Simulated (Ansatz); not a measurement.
Zn (R-3m, No. 166): coordinates from a relaxation with DFT PBE, scalar-relativistic, plane waves, PAW in Ansatz 0.2.0; the starting structure was generated, so it need not be a known form of this composition.

```cif
data_structure
_symmetry_space_group_name_H-M 'R-3m:H'
_symmetry_Int_Tables_number 166
_cell_length_a 2.8038
_cell_length_b 2.8038
_cell_length_c 6.6807
_cell_angle_alpha 90.000
_cell_angle_beta 90.000
_cell_angle_gamma 120.000
_cell_volume 45.48
loop_
_atom_site_label
_atom_site_type_symbol
_atom_site_symmetry_multiplicity
_atom_site_Wyckoff_symbol
_atom_site_fract_x
_atom_site_fract_y
_atom_site_fract_z
_atom_site_occupancy
Zn1 Zn 3 b 0.33333 0.66667 0.16667 1
```

Q: What will a Z-contrast image along [001] show? Simulation: incoherent imaging, intensity Z^1.6 per atom, probe width 0.98 Å, thin sample. The probe carries 25 % of its weight in a tail 2.5 times as wide. Shot noise was added.

A: The columns repeat on a hexagonal net with a repeat of 1.62 Å (plane group p6mm). All columns are alike (Zn). The shortest distance between visible columns is 1.62 Å in projection. Along the beam the structure repeats every 6.68 Å.

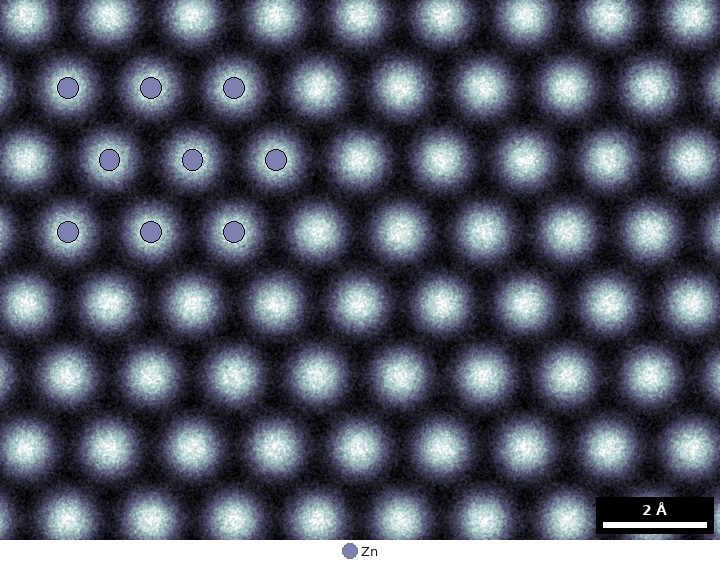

The simulated image, with the columns of the model marked in one corner.
